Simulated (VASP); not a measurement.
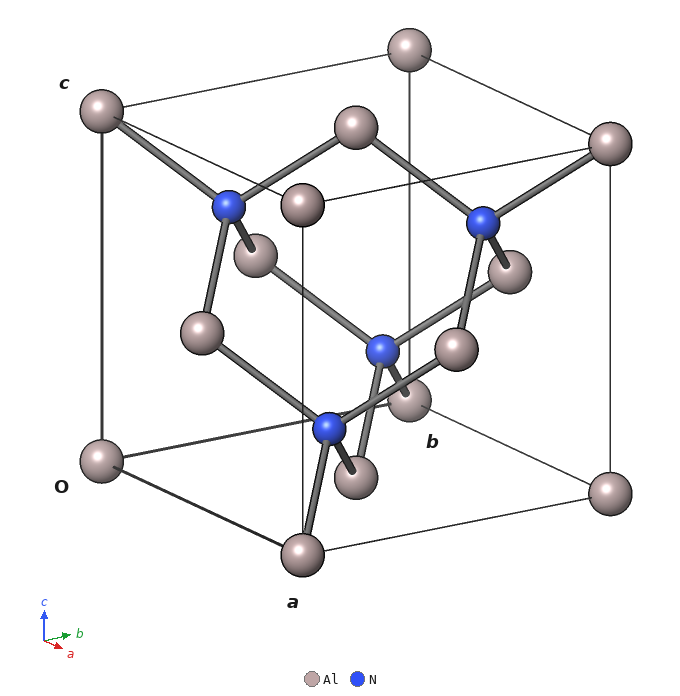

Crystal: AlN, a cell listed in the Materials Project, as set up for an electronic-structure calculation. One unit cell is drawn above. The drawing is computed from the coordinates (standard cell, symmetry found to 0.002 Å).

```
CELL_PARAMETERS angstrom
4.36799 0.00000 0.00000
0.00000 4.36799 0.00000
0.00000 0.00000 4.36799
ATOMIC_POSITIONS crystal
Al 0.00000 0.00000 0.00000
N 0.25000 0.25000 0.75000
Al 0.00000 0.50000 0.50000
N 0.25000 0.75000 0.25000
Al 0.50000 0.00000 0.50000
N 0.75000 0.25000 0.25000
Al 0.50000 0.50000 0.00000
N 0.75000 0.75000 0.75000
```

### What is its point group?

-43m (Td), order 24, cubic system: three −4 axes, four threefold axes, six mirror planes.

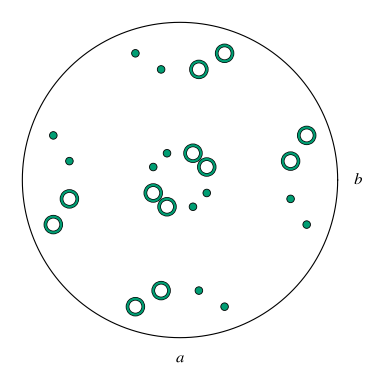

Stereographic projection: filled dots lie in the upper hemisphere, open rings in the lower. The poles are one general form. The c axis points at the viewer.

### What does this class allow?

Class -43m is not centrosymmetric; not polar, but piezoelectricity is allowed; it is not chiral. Its Laue class is m-3m.
